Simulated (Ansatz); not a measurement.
# Ge8H (slab): what the fields show

Ge8H (slab), 54 atoms, a = 4.07 Å, b = 8.15 Å, c = 50.31 Å, α = 90.00°, β = 90.00°, γ = 90.00°.

Not relaxed (largest force 0.4 eV/Å).

The calculation used Ansatz, DFT PBE, scalar-relativistic, plane waves, PAW.

Core electrons are frozen (PAW), and the valence fields are smoothed inside the atomic spheres.

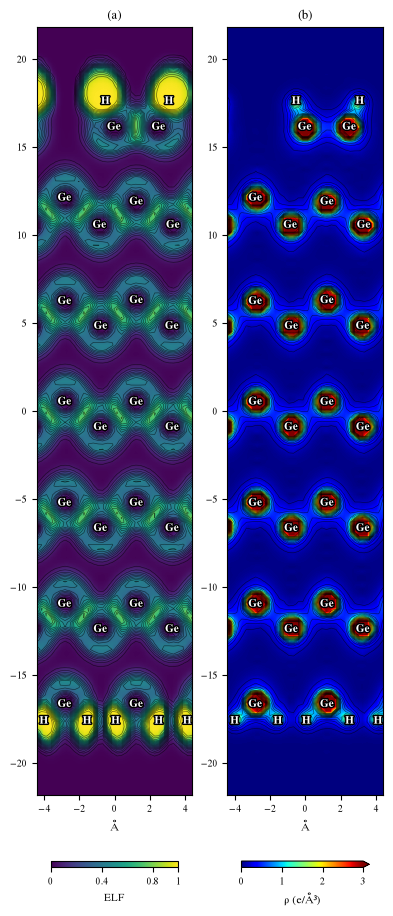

Figure 1. (a) ELF; (b) valence electron density on the (100) plane of the calculation cell, a cut from vacuum to vacuum.

Q: What do the fields say about this system?

A:
- The plane passes through Ge and H nuclei.
- Ge–H (1.56 Å): the density is about 1 e/Å³ at the midpoint; the ELF climbs to about 1 towards the hydrogen.
- Ge–Ge (2.47 Å): ρ at the midpoint is about 0.5 e/Å³; the ELF peaks at about 0.80 between the atoms: localised, covalent bonding.
- Ge–Ge (2.53 Å): ρ is about 0.48 e/Å³ halfway, with its minimum of 0.42 e/Å³ about 1.4 Å from Ge; the ELF peaks at about 0.80 between the atoms, as expected for a covalent bond.
- The density dies away to nearly zero in the vacuum.

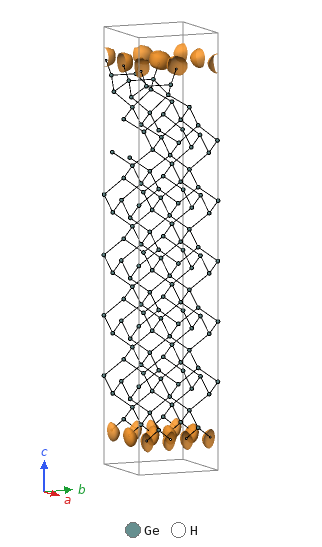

Figure 2. Isosurface of the electron localisation function at 0.85 (orange), seen slightly off an axis. Core shells and regions of very low density are left out. Sticks mark near contacts.

Q: Describe the localisation domains.

A: The surface consists of six regions around hydrogen nuclei, counted in one cell of 54 atoms. Counts are for one cell; the picture repeats the cell along the surface.
